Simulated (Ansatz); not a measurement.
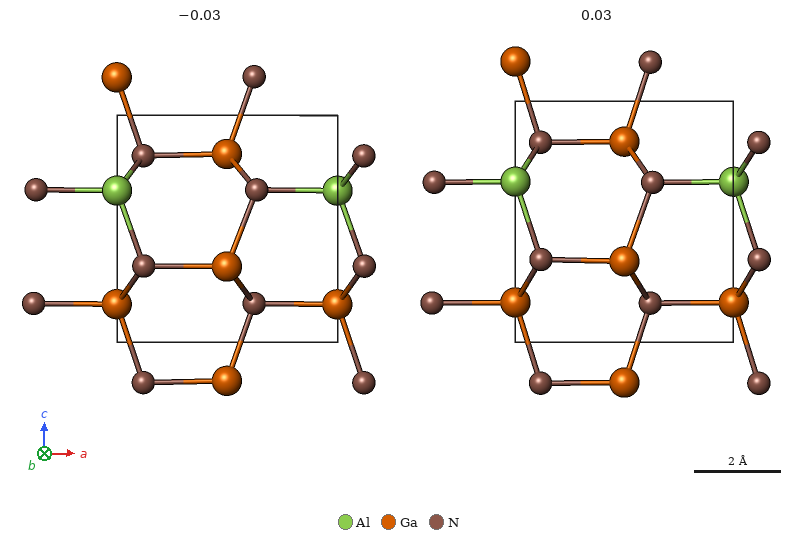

Solid AlGa3N4 (set up in Pm), under uniaxial strain along c (a, b and atoms relaxed), with energies (extrapolated to zero smearing) counted from the relaxed crystal, which is the row at zero. The picture shows the first and the last member. Style: ball-and-stick. Shown: the cell of the calculation, along the b axis.

Computed with Ansatz 0.2.0: DFT PBEsol, scalar-relativistic, plane waves, PAW. (plane-wave cutoff 420 eV; k-point mesh 6 × 8 × 6; occupations gaussian; smearing width 0.02 eV; no spin polarisation; force threshold 0.008 eV/Å)

```csv
strain,energy (meV/atom),a (Å),b (Å),c (Å),band gap (eV)
−0.03,9.21,5.166,3.199,5.314,2.30
−0.015,?,?,?,?,?
0.0,0.00,5.142,3.165,5.478,2.36
0.015,2.31,5.129,3.150,5.561,2.27
0.03,9.10,5.114,3.137,5.643,2.17
```

Question: Fill in the missing row.

Answer: A parabola through three neighbouring rows (−0.03, 0.0, 0.015) gives, with Lagrange weights, (0.3333)(9.21) + (1.0000)(0.00) + (−0.3333)(2.31) = 2.30 meV/atom. The calculation gives 2.30 meV/atom (a = 5.155 Å, b = 3.181 Å, c = 5.396 Å). The estimate is right to the digits shown. For the gap a parabola through the rows −0.03, 0.0, 0.015 gives 2.37 eV, and the calculation 2.35 eV (semilocal gaps, lower than measured ones as a rule). From the first member to the last: Al–N 1.876 → 1.919 Å, Ga–N 1.940 → 1.982 Å, Ga–N 1.920 → 1.958 Å.

The whole series:

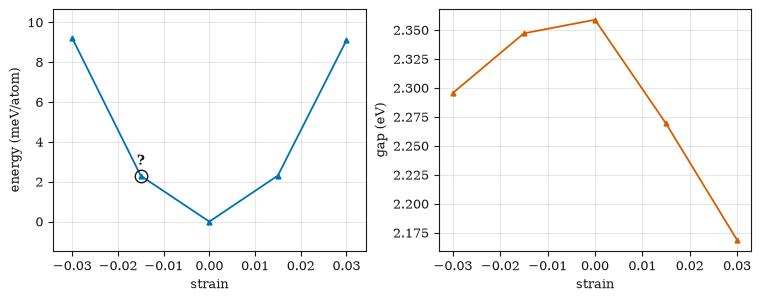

Each member starts from this one structure; whether another phase lies lower wasn't checked.
